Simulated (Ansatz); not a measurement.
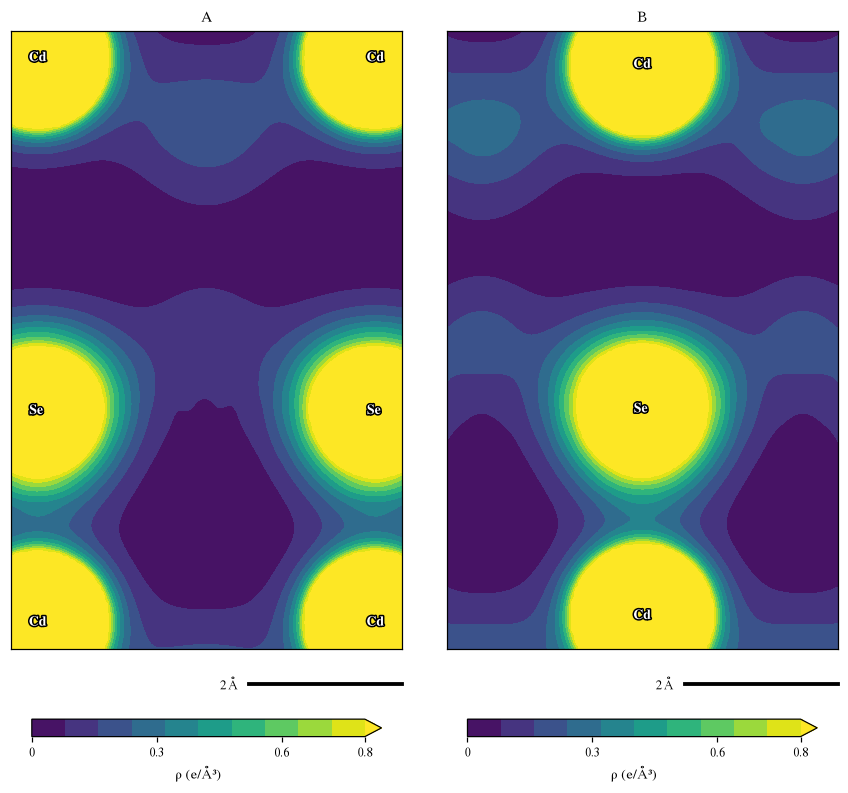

CdSe. The valence pseudo-density of two cells that differ in size and shape, on the (100) plane of each (indices in the axes of the calculation cell), at one length scale and on one colour scale: A has 31.0 Å³ an atom and B 27.3.

Space group P6₃mc.

These are results of DFT r2SCAN, scalar-relativistic, plane waves, PAW in Ansatz 0.2.0, not measurements.

In a PAW calculation such maps are meaningful between the atoms, not at the nuclei.

The larger cell:

```
CELL_PARAMETERS angstrom
4.40596 0.00000 0.00000
-2.20298 3.81568 0.00000
0.00000 0.00000 7.36596
ATOMIC_POSITIONS crystal
Cd 0.66667 0.33333 0.00000
Cd 0.33333 0.66667 0.50000
Se 0.66667 0.33333 0.37500
Se 0.33333 0.66667 0.87500
```

The smaller cell: a = 4.191 Å, b = 4.191 Å, c = 7.191 Å, α = 90.00°, β = 90.00°, γ = 120.00°.

> What does the compression do to the bonding and the properties?

From the larger cell to the smaller, Cd–Se goes from 2.76 to 2.70 Å, and the density at its midpoint from 0.32 to 0.35 e/Å³; the pressure goes from −3.0 to 3.4 GPa; the Kohn–Sham gap goes from 0.91 eV to 1.1 eV.
